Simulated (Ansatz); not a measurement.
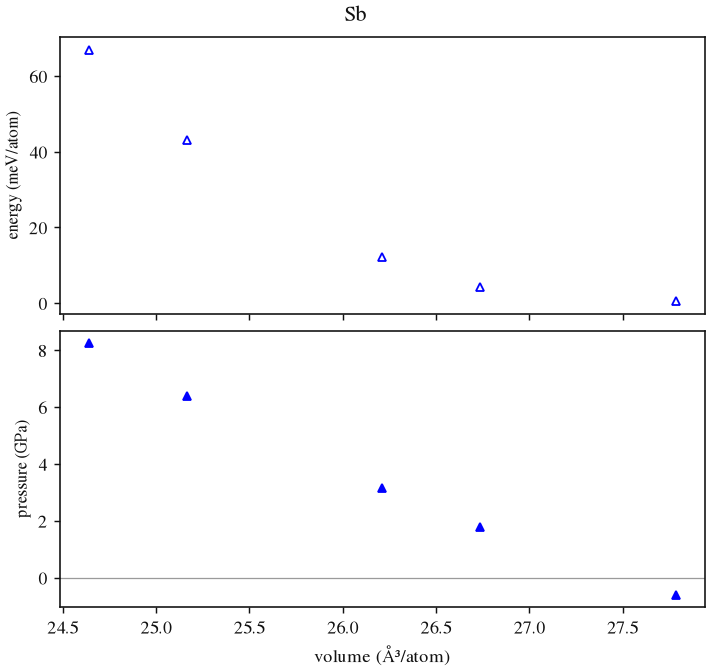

The plot gives the computed energy and pressure against volume for Sb, space group Im-3m (No. 229).

The given structure:
```
Sb
1.0
    -1.87134    1.87134    1.87134
     1.87134   -1.87134    1.87134
     1.87134    1.87134   -1.87134
Sb
1
Direct
  0.00000 0.00000 0.00000
```

Calculation (Ansatz 0.2.0): plane-wave DFT, no spin polarisation; energies at scaled volumes of the given cell, shape and fractions fixed, counted from the fit's minimum, third-order Birch-Murnaghan fit. Level: PBE.

k mesh 10×10×10; occupations Fermi–Dirac; smearing width 0.05 eV; potentials Ansatz PAW; wave cutoff 420 eV; density cutoff 1680 eV.

The points at volume 25.69 Å³/atom and 27.26 Å³/atom are left out of the plot. What values does the calculation give there?

```csv
volume (Å³/atom),energy (meV/atom),pressure (GPa)
25.69,25.06,4.70
27.26,0.40,0.53
```
